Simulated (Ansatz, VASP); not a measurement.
# Cross-check of ZnSe (ZnSe(110)) between VASP and Ansatz, part 3 of 3

One calculation is typed for both programs; each brings its own data sets and cutoff. How far apart do they land?  The structure shown is the end of the VASP relaxation below.

VASP 6.6.1 and Ansatz 0.2.0.

So far: Starting point; VASP: relaxation, PBE; Ansatz: single point, PBE; Differences; VASP: band structure, PBE.

**6. Ansatz: band structure, PBE**

Level of this step: Ansatz beside VASP: Kohn-Sham DFT, plane waves, PBE (Ansatz).

The same cell, functional, mesh and smearing now go to Ansatz, which takes its cutoff from its data sets.

input.yaml reads:

```yaml
crystal:
  lattice:
    - [4.0545351924, 0.0, 0.0]
    - [0.0, 5.7339786582, 0.0]
    - [0.0, 0.0, 32.2181407696]
  atoms:
    - { symbol: Zn, position: [0.0, 0.0569135799, 0.2625891071] }
    - { symbol: Zn, position: [0.5, 0.4837923787, 0.3069069177] }
    - { symbol: Zn, position: [0.0, 0.9920532079, 0.3746824639] }
    - { symbol: Zn, position: [0.5, 0.4919680607, 0.4360354792] }
    - { symbol: Zn, position: [0.0, 0.9961886024, 0.5] }
    - { symbol: Zn, position: [0.5, 0.4919680607, 0.5639645208] }
    - { symbol: Zn, position: [0.0, 0.9920532079, 0.6253175361] }
    - { symbol: Zn, position: [0.5, 0.4837923787, 0.6930930823] }
    - { symbol: Zn, position: [0.0, 0.0569135799, 0.7374108929] }
    - { symbol: Se, position: [0.0, 0.7363317625, 0.311606585] }
    - { symbol: Se, position: [0.5, 0.255988123, 0.2421450286] }
    - { symbol: Se, position: [0.0, 0.7431888966, 0.437296898] }
    - { symbol: Se, position: [0.5, 0.2436933158, 0.3726743486] }
    - { symbol: Se, position: [0.0, 0.7431888966, 0.562703102] }
    - { symbol: Se, position: [0.5, 0.2459527474, 0.5] }
    - { symbol: Se, position: [0.0, 0.7363317625, 0.688393415] }
    - { symbol: Se, position: [0.5, 0.2436933158, 0.6273256514] }
    - { symbol: Se, position: [0.5, 0.255988123, 0.7578549714] }
hamiltonian:
  xc: pbe
  pseudopotentials: { kind: paw }
kpoints:
  mp_grid: { grid: [6, 4, 1] }
  band_path:
    path:
      - [0.0, 0.0, 0.0]
      - [0.07692, 0.0, 0.0]
      - [0.15385, 0.0, 0.0]
      - [0.26923, 0.0, 0.0]
      - [0.34615, 0.0, 0.0]
      - [0.42308, 0.0, 0.0]
      - [0.5, 0.0, 0.0]
      - [0.5, 0.07692, 0.0]
      - [0.5, 0.19231, 0.0]
      - [0.5, 0.26923, 0.0]
      - [0.5, 0.34615, 0.0]
      - [0.5, 0.46154, 0.0]
      - [0.5, 0.5, 0.0]
      - [0.42308, 0.5, 0.0]
      - [0.30769, 0.5, 0.0]
      - [0.23077, 0.5, 0.0]
      - [0.11538, 0.5, 0.0]
      - [0.03846, 0.5, 0.0]
      - [0.0, 0.5, 0.0]
      - [0.0, 0.38462, 0.0]
      - [0.0, 0.30769, 0.0]
      - [0.0, 0.23077, 0.0]
      - [0.0, 0.11538, 0.0]
      - [0.0, 0.03846, 0.0]
      - [0.03846, 0.03846, 0.0]
      - [0.11538, 0.11538, 0.0]
      - [0.19231, 0.19231, 0.0]
      - [0.30769, 0.30769, 0.0]
      - [0.38462, 0.38462, 0.0]
      - [0.5, 0.5, 0.0]
    npoints: 1
scf:
  occupations: { method: gaussian, width: 0.03 }
  n_extra_bands: 15
efield:
  axis: 3
  dipole_correction: true
  ramp_width: 0.04
output:
  forces: true
  eigenvalues: true
```

The run is started by

```
ansatz run input.yaml --threads 8 --pin off --max-ram 18432MiB --backend cpu --events-out ev --progress --plain --runs-dir out
```

Numbers of over 12 decimals in the logs are rounded to 6 here.

Log:

```text
[...]
Crystal: 18 atoms, lattice volume = 749.027 Å³
Basis set: ecut = 420 eV, 14705 PW (Γ), exchange–correlation on 60×80×432 points (8 copies of the dense FFT grid, shifted against one another)
Bands: 141, of which v1, the nominal top of the filled ones, is band 126 counted from 1 (125 counted from 0)
Symmetry: 2 space group operations
[...]
k-point 0: bands = [... 122 lower, 0.8952, 0.9857, 1.0412, 1.1059, 2.5680, 3.2209, 3.8649, 4.2385, ... 11 higher]
  k-point 1: bands = [... 122 lower, 0.7340, 0.7393, 0.7472, 0.7894, 3.6306, 3.6558, 3.7669, 3.9416, ... 11 higher]
  k-point 2: bands = [... 122 lower, 0.3323, 0.3543, 0.4656, 0.4719, 3.6920, 3.7005, 3.9401, 4.0155, ... 11 higher]
  k-point 11: bands = [... 122 lower, 0.1293, 0.1685, 0.3906, 0.4045, 3.6905, 3.8988, 4.1474, 4.7268, ... 11 higher]
[key lines of the parts left out:]
SCF converged after 8 iterations
Free energy (F): -79104.912037 eV
Fermi energy:    1.836942 eV
Dipole field:    D = 0.000002 V/Å  (p = 0.000006 e·Å, saw-weighted, corrected)
Work function:   Φ+ = 4.9391 eV   Φ− = 4.9392 eV
```

Wall time 1.8 min (8 threads of Arm Neoverse N1, shared host); peak memory 5.4 GiB.

**7. Comparison**

The two programs side by side:

```
                     quantity  Ansatz   VASP  difference
gap over the path points (eV)   1.462  1.458      +0.004
```

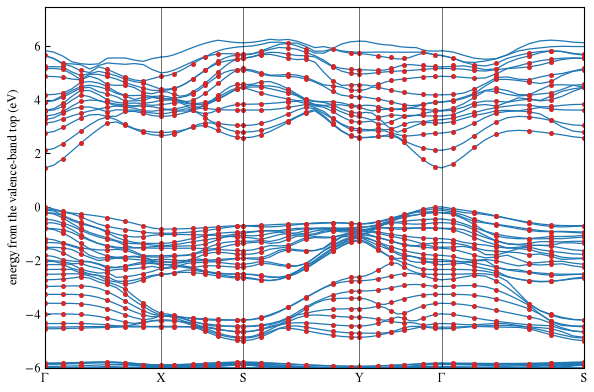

Bands from VASP (lines) and levels from Ansatz (dots). Dots without a line are higher empty bands that the VASP plot leaves out.

Levels at points of the path, from each program's valence-band top (eV; 4 filled, then empty):

```
k (reciprocal lattice)                                  Ansatz                                    VASP
     0.000 0.000 0.000   -0.21 -0.12 -0.07 0.00 1.46 2.12 2.76   -0.21 -0.12 -0.07 0.00 1.46 2.11 2.75
     0.077 0.000 0.000  -0.32 -0.32 -0.20 -0.17 1.80 2.36 2.96  -0.32 -0.32 -0.20 -0.17 1.79 2.35 2.96
     0.154 0.000 0.000  -0.63 -0.58 -0.37 -0.26 2.37 2.83 3.32  -0.63 -0.58 -0.37 -0.26 2.37 2.83 3.32
     0.269 0.000 0.000  -0.96 -0.91 -0.73 -0.40 3.13 3.37 3.37  -0.96 -0.91 -0.73 -0.40 3.13 3.36 3.37
     0.346 0.000 0.000  -1.25 -1.09 -0.85 -0.54 3.04 3.08 3.56  -1.25 -1.09 -0.85 -0.54 3.04 3.07 3.56
     0.423 0.000 0.000  -1.36 -1.11 -0.94 -0.71 2.78 2.85 3.50  -1.36 -1.11 -0.94 -0.71 2.77 2.84 3.49
     0.500 0.000 0.000  -1.36 -1.03 -0.99 -0.83 2.67 2.78 3.39  -1.36 -1.03 -0.99 -0.83 2.66 2.78 3.38
     0.500 0.077 0.000  -1.32 -1.03 -0.98 -0.83 2.73 2.81 3.43  -1.32 -1.03 -0.98 -0.82 2.73 2.80 3.42
     0.500 0.192 0.000  -1.18 -1.03 -0.93 -0.81 2.97 3.01 3.60  -1.18 -1.04 -0.93 -0.80 2.96 3.00 3.60
     0.500 0.269 0.000  -1.07 -1.04 -0.88 -0.78 3.04 3.14 3.33  -1.07 -1.05 -0.88 -0.78 3.03 3.13 3.33
```

At this near-relaxed geometry the largest component of a force difference is 34 meV/Å. Among the levels compared (up to four filled and three empty ones at each point), filled levels agree within 2 meV and empty ones within 9 meV.

**8. What came out**

```
difference in gap on the k mesh (single point, PBE)          : 0.0044 eV
r.m.s. force difference (single point, PBE)                  : 8.3 meV/Å
difference in gap over the path points (band structure, PBE) : 0.0041 eV
r.m.s. force difference (band structure, PBE)                : 8.3 meV/Å
```

In words: The r.m.s. force difference is 8.3 meV/Å (single point, PBE), within the 12 meV/Å picked in this series as the mark of a large difference. How closely two codes agree says nothing of how well the functional describes the real material.

[Lines on the potential files, build, host, timing and source positions are cut from VASP's logs without a mark.]

[Logs are printed without paths, hosts, clocks, repeated set-up lines and the standing remarks that a program may print on its own settings, such as how far it seeks lower states.]

[Hosts, paths, dates, database ids (printed as entryN), source tags and the programs' standing remarks are cut or masked in the printed files.]
